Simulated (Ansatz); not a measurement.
System: AlNi₃, space group Fm-3m (No. 225).

Structure:
```yaml
crystal:
  lattice:
    - [0.00000, 2.79841, 2.79841]
    - [2.79841, 0.00000, 2.79841]
    - [2.79841, 2.79841, 0.00000]
  atoms:
    - { symbol: Al, position: [0.50000, 0.50000, 0.50000] }
    - { symbol: Ni, position: [0.25000, 0.25000, 0.25000] }
    - { symbol: Ni, position: [0.00000, 0.00000, 0.00000] }
    - { symbol: Ni, position: [0.75000, 0.75000, 0.75000] }
```

How it was computed, with Ansatz 0.2.0: homogeneous strain of a crystal along one Voigt pattern with engineering shear, fractional coordinates fixed, by plane-wave density functional theory with PAW datasets, free energies less that of the undisturbed cell; scalar-relativistic. Level: PBEsol, no spin polarisation.

wave cutoff 420 eV; k mesh 14×14×14; occupations Gaussian; smearing width 0.15 eV; k shift (0, 0, 0) (mesh steps); start relaxed; strain pattern (1, -1, 0, 0, 0, 0) (xx yy zz yz xz xy with engineering shear).

The points at strain −0.1125, −0.0375, 0.075 and 0.15 follow from computed ones by symmetry.

Describe the result: the energy change against strain. The strain takes the values −0.1500, −0.1125, −0.0750, −0.0375, 0.0000, 0.0187, 0.0375, 0.0562, 0.0750, 0.0937, 0.1125, 0.1312, 0.1500.

The energy falls on both sides, so the starting structure is a maximum along this path and is unstable to this distortion. The energy change is 63.37 meV/atom at strain −0.1500 and 63.37 meV/atom at 0.1500; the lowest computed point is at strain 0.0562 (−1.91 meV/atom); there is a further local minimum at −0.0375 (−1.71 meV/atom); the curve passes over a maximum at 0.0000 (0.00 meV/atom). The slope of tensile stress is −10.7 GPa. The second derivative of tensile stress is 100 GPa. The tensile stress at start is 0 GPa.

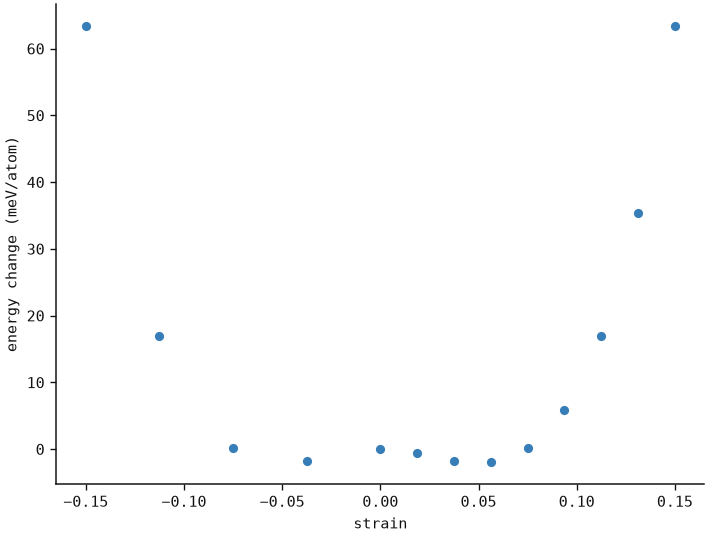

Limits of the calculation: no spin polarisation, a magnetic state may lie lower.
